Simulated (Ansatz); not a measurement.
# Single-point calculation of WS$_{2}$

The run: single-point calculation of WS$_{2}$ (P-6m2, 3 atoms in the cell). Method and program: DFT, PBE, plane waves, PAW, no spin polarisation (Ansatz 0.2.0).

The structure derives from a Materials Project entry. The geometry comes from this level: r2scan-rvv10. It belongs to a series of runs on one base structure; here: low cutoff and coarse mesh. Figures and captions count atoms from 1; the log counts them from 0 in places.

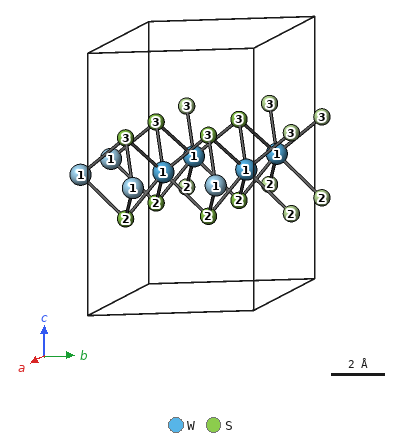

**Figure 1.** The structure (ball-and-stick view of the 2 × 2 repeat of the cell, with the vacuum cut short, seen slightly off an axis; neighbours outside the cell are drawn fainter; atoms are numbered from 1 in the order of the input).

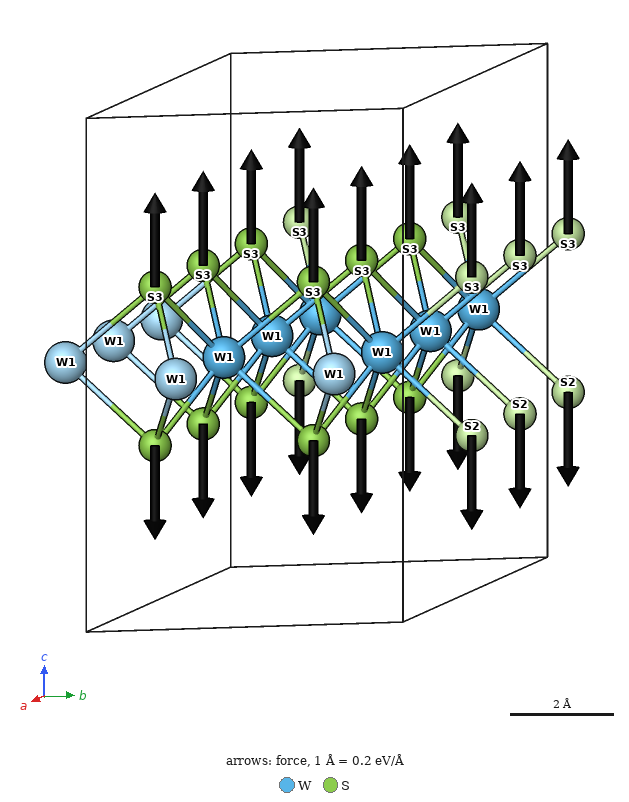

**Figure 2.** Forces on the atoms as black arrows (ball-and-stick view of the 3 × 2 repeat of the cell, with the vacuum cut short, seen slightly off an axis; neighbours outside the cell are drawn fainter; atoms are numbered from 1 in the order of the input). The largest act on S2, S3 (0.37 eV/Å). The geometry is not a stationary point of this energy.

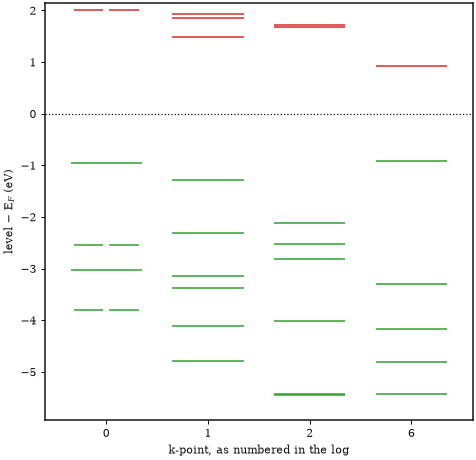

**Figure 3.** Kohn–Sham levels near the Fermi level (dotted) at the few k-points that the log prints; levels within 0.02 eV of each other stand side by side. Among these points the highest filled and lowest empty levels are 1.85 eV apart, which is the gap on the mesh.

The input and output of the run follow.

**Input file**
```yaml
crystal:
  lattice:
    - [3.1697138081, 0.0, 0.0]
    - [-1.5848569041, 2.7450526806, 0.0]
    - [0.0, 0.0, 16.9263324119]
  atoms:
    - { symbol: W, position: [0.3333333333, 0.6666666667, 0.0] }
    - { symbol: S, position: [0.6666666667, 0.3333333333, 0.9076849997] }
    - { symbol: S, position: [0.6666666667, 0.3333333333, 0.0923150003] }
kpoints:
  mp_grid: { grid: [6, 6, 1] }
  band_path:
    path:
      - [0.0, 0.0, 0.0]
      - [0.5, 0.0, 0.0]
      - [0.3333333333, 0.3333333333, 0.0]
      - [0.0, 0.0, 0.5]
      - [0.5, 0.0, 0.5]
      - [0.3333333333, 0.3333333333, 0.5]
    npoints: 1
hamiltonian:
  xc: pbe
scf:
  occupations: { method: fermi_dirac, width: 0.02 }
  n_extra_bands: 4
output:
  forces: true
  stress: true
  eigenvalues: true
basis:
  ecutwfc: 260
```

Launch command:
```bash
ansatz run input.yaml --threads 2 --pin off --max-ram 2764MiB --backend cpu --events-out ev --progress --plain --runs-dir out
```

**Log**
```
Warning: basis.ecutwfc = 260 eV is below the records' recommended 420 eV, and the density's cutoff is lower with it unless basis.ecutrho_ratio is high enough to keep the records' density cutoff: compare with a run at a higher cutoff
scf.n_extra_bands = 4 over 13 filled bands (N_el = 26.0): the run solves 17 bands
Engine: ansatz 0.2.0, aarch64-unknown-linux-gnu
Pseudopotentials: kind: paw
Pseudopotential: W, paw, valence charge 14, recommended cutoff 420 eV (normal), W.paw.azcp
Pseudopotential: S, paw, valence charge 6, recommended cutoff 420 eV (normal), S.paw.azcp
Functional definition: PBE
  parameter kappa = 0.804
  parameter beta = 0.06672455060314922
  exchange = pbe_x(kappa = kappa, mu = beta*pi^2/3)
  correlation = pbe_c(beta = beta)
Crystal: 3 atoms, lattice volume = 147.277 Å³
Basis set: ecut = 260 eV, 1371 PW (Γ), exchange–correlation on 36×36×180 points (8 copies of the dense FFT grid, shifted against one another)
Bands: 17, of which v1, the nominal top of the filled ones, is band 13 counted from 1 (12 counted from 0)
Symmetry: 12 space group operations
Space group: P-6m2 (ITA 187), of the structure as read, at distance tolerance 5.3e-5 Å
k-points: 7 of 36 (time reversal used)
Non-local potential: W, projectors of the file, l = 0: 3, l = 1: 2, l = 2: 2, l = 3: 1
Non-local potential: S, projectors of the file, l = 0: 2, l = 1: 2, l = 2: 2
PAW form: soft (Blöchl's): semilocal exchange-correlation on the pseudo side does not see the compensation charge
PAW one-centre angular grid: W, 590 points (default); XC on 64 Gauss nodes
PAW one-centre angular grid: S, 110 points (default); XC on 64 Gauss nodes
Initial density: superposition of atomic densities (neutral atoms: chi_scale 0, normalization atom), corrected by the library's trained network
Initial wavefunctions: pseudopotential atomic-orbital guess
Functional: x = pbe(κ = 0.804, μ = 0.2195149727645171), c = pbe(β = 0.06672455060314922)
SCF iter   1: F=—  HF=-12190.957778 eV  |F-HF|=—  |Δ(HF+E_count)|=         —  Δρ=6.38e-3  dr2=2.49e-2  ethr=1.77e-3  ⟨swp⟩=9.9  Hψ=841  notcnv=0
preconditioner: auto → none  [insulator: Δε(μ)=1.839 eV  Ē_g=8.778 eV  σ=0.020 eV  W_gap=1.00  n_scr=10 (ndim 8)  ℏωp=13.0 eV  f_vac=0.609  D(μ)=0.00/eV (n_scr^D=0)  ε∞_Penn≈3.2]
SCF iter   2: F=—  HF=-12190.961678 eV  |F-HF|=—  |Δ(HF+E_count)|=   3.90e-3  Δρ=3.41e-3  dr2=2.72e-2  ethr=9.59e-5  ⟨swp⟩=3.9  Hψ=336  notcnv=0
SCF iter   3: F=—  HF=-12190.962505 eV  |F-HF|=—  |Δ(HF+E_count)|=   8.27e-4  Δρ=2.77e-3  dr2=2.15e-2  ethr=9.59e-5  ⟨swp⟩=3.0  Hψ=215  notcnv=0
SCF iter   4: F=—  HF=-12190.960332 eV  |F-HF|=—  |Δ(HF+E_count)|=   2.17e-3  Δρ=7.45e-4  dr2=6.49e-4  ethr=8.27e-5  ⟨swp⟩=2.0  Hψ=158  notcnv=0
SCF iter   5: F=—  HF=-12190.960485 eV  |F-HF|=—  |Δ(HF+E_count)|=   1.53e-4  Δρ=1.46e-4  dr2=1.17e-5  ethr=2.49e-6  ⟨swp⟩=2.0  Hψ=175  notcnv=0
SCF iter   6: F=—  HF=-12190.960506 eV  |F-HF|=—  |Δ(HF+E_count)|=   2.09e-5  Δρ=3.33e-5  dr2=5.96e-7  ethr=4.51e-8  ⟨swp⟩=3.0  Hψ=256  notcnv=0
SCF iter   7: F=-12190.960507 eV  HF=-12190.960507 eV  |F-HF|=3.51e-9  |Δ(HF+E_count)|=   7.58e-7  Δρ=3.94e-6  dr2=1.94e-8  ethr=3.85e-10  ⟨swp⟩=8.6  Hψ=674  notcnv=0
SCF 1 converged in 7 iterations: F = -12190.960507 eV  dr2 = 1.94e-8
  greatest PAW one-centre occupation: 1.000 electrons in one spin orbital (limit 2), on the W atom at site 0 (counted from 0), in its partial waves of l = 1
NSCF: frozen V_eff on 6 k-points
SCF converged after 7 iterations
Free energy (F): -12190.960507 eV
Harris-Foulkes:  -12190.960507 eV  (|F-HF|=3.51e-9)
Internal energy: -12190.960507 eV  (E = F + TS)
E sigma→0 (E₀):  -12190.960507 eV
Fermi energy:    1.266053 eV
--- Per-component energies (eV) ---
  E_band       = -465.932451
  E_kinetic    = 666.507376
  E_local      = -12458.356007  (includes V_loc(G=0)·N_el)
  E_nonlocal   = 56.410409
  E_hartree    = 5909.492588
  E_xc         = -462.161531
  E_vxc        = -415.126017  (∫ρ·V_xc dr)
  E_paw        = -9762.480580  (= ΣΔE_a)
  E_vpaw       = -134.348182  (= ΣTr[D̂ρ^β])
  E_aug_tail   = -0.000614  (compensation charges beyond the density's cutoff)
  E_ewald      = 3859.627851
  E_smearing   = -0.000000  (= −TS)
  E_closure    = 0.000000  (closes the sum)
  Σ components = -12190.960507   (vs F -12190.960507, Δ=0.00e0)
--- Forces (eV/Å), atoms counted from 1 ---
  atom   1  W     -0.00000000    -0.00000000     0.00000000
  atom   2  S      0.00000000     0.00000000    -0.37356889
  atom   3  S      0.00000000     0.00000000     0.37356889
  max |Σ_I F_I| component: 1.97e-17 eV/Å
--- Stress (GPa, compression-positive) ---
        1.061892      -0.000000       0.000000
       -0.000000       1.061892       0.000000
        0.000000       0.000000       1.198984
  P = ⅓ Tr σ = 1.1076 GPa (11.076 kbar)
--- Band table (eV; the first three rows and the last of 7) ---
  k-point 0: bands = ["-73.7509", "-37.9601", "-37.7746", "-37.7746", "-14.4733", "-12.7877", "-6.0409", "-2.5292", "-2.5292", "-1.7659", "-1.2800", "-1.2800", "0.3117", "3.2836", "3.2836", "3.4596", "3.4596"]
  k-point 1: bands = ["-73.7469", "-37.9418", "-37.8748", "-37.8051", "-14.0262", "-12.6304", "-5.5312", "-3.5212", "-2.8445", "-2.1017", "-1.8869", "-1.0410", "-0.0123", "2.7566", "3.1209", "3.2033", "4.0045"]
  k-point 2: bands = ["-73.7383", "-38.0556", "-37.9064", "-37.8509", "-12.9729", "-12.2652", "-5.4754", "-4.1864", "-4.1580", "-2.7520", "-1.5578", "-1.2637", "-0.8571", "2.9529", "2.9796", "4.0451", "4.8987"]
  k-point 6: bands = ["-73.7319", "-38.0561", "-38.0216", "-37.8860", "-11.9877", "-11.8860", "-5.4786", "-5.0472", "-4.1681", "-3.5505", "-2.9007", "-2.0239", "0.3418", "2.1882", "3.7454", "4.4459", "5.9770"]
```

**File bands.tsv**
```
# k_distance	band_0	band_1	band_2	band_3	band_4	band_5	band_6	band_7	band_8	band_9	band_10	band_11	band_12	band_13	band_14	band_15	band_16
# fermi_ev = 1.266053
# lock_threshold_ev = 1e-6
# [0, 0, 0] at k_distance = 0.000000
# [0.5, 0, 0] at k_distance = 1.144456
# [0.3333333333, 0.3333333333, 0] at k_distance = 1.805208
# [0, 0, 0.5] at k_distance = 3.139683
# [0.5, 0, 0.5] at k_distance = 4.284139
# [0.3333333333, 0.3333333333, 0.5] at k_distance = 4.944891
# levels_relative_to = fermi_ev
# free_energy_ev = -12190.960507
# largest_residual_norms_ev = 1.048e-3 8.872e-4 1.113e-3 8.686e-4 1.268e-3 1.706e-3 1.999e-3 8.433e-4 1.777e-3 1.684e-3 1.312e-3 1.166e-3 1.965e-3 1.676e-3 1.829e-3 2.057e-3 1.802e-3
0.000000	-75.016967	-39.226107	-39.040648	-39.040648	-15.739383	-14.053791	-7.306913	-3.795203	-3.795203	-3.031929	-2.546073	-2.546073	-0.954328	2.017579	2.017579	2.193547	2.193547
1.144456	-75.000203	-39.411376	-39.160479	-39.142213	-13.579905	-13.319206	-7.451213	-6.092753	-5.364616	-4.361081	-3.041683	-2.177899	-1.835161	1.973578	2.426789	3.165590	3.889158
1.805208	-74.997996	-39.322160	-39.287613	-39.152065	-13.253709	-13.152025	-6.744662	-6.313211	-5.434199	-4.816543	-4.166732	-3.289996	-0.924284	0.922174	2.479387	3.179812	4.710926
3.139683	-75.016872	-39.221771	-39.040023	-39.040023	-15.738306	-14.053098	-7.306559	-3.794765	-3.794765	-3.030890	-2.543636	-2.543636	-0.952647	2.020381	2.020381	2.192795	2.192795
4.284139	-75.000018	-39.409193	-39.157772	-39.136929	-13.577063	-13.317698	-7.450514	-6.091805	-5.362759	-4.357702	-3.042040	-2.176855	-1.833475	1.976173	2.430059	3.169464	3.896131
4.944891	-74.997865	-39.319760	-39.285275	-39.148599	-13.254884	-13.149737	-6.743800	-6.312982	-5.433359	-4.814938	-4.165891	-3.288141	-0.922307	0.925144	2.480871	3.181796	4.709928
```

**Results in brief**

```json
{"quantity": "outcome", "value": "converged"}
{"quantity": "space group (tolerance 0.01 Å)", "value": "P-6m2 (187)"}
{"quantity": "electrons treated", "value": "26"}
{"quantity": "free energy", "value": "−12190.9605 eV"}
{"quantity": "Fermi energy", "value": "1.266 eV"}
{"quantity": "gap on the k-point mesh", "value": "1.85 eV"}
{"quantity": "pressure", "value": "1.11 GPa"}
{"quantity": "largest force (length of the vector)", "value": "0.374 eV/Å"}
{"quantity": "hardware", "value": "2 threads of Arm Neoverse N1, 98 GiB of memory available, shared host"}
{"quantity": "wall time", "value": "1.7 s (CPU time 3 s)"}
{"quantity": "peak memory", "value": "0.29 GiB"}
```

**Notes**

The program warns: the cutoff is below the recommended one. Spin–orbit coupling is left out, which matters for W.
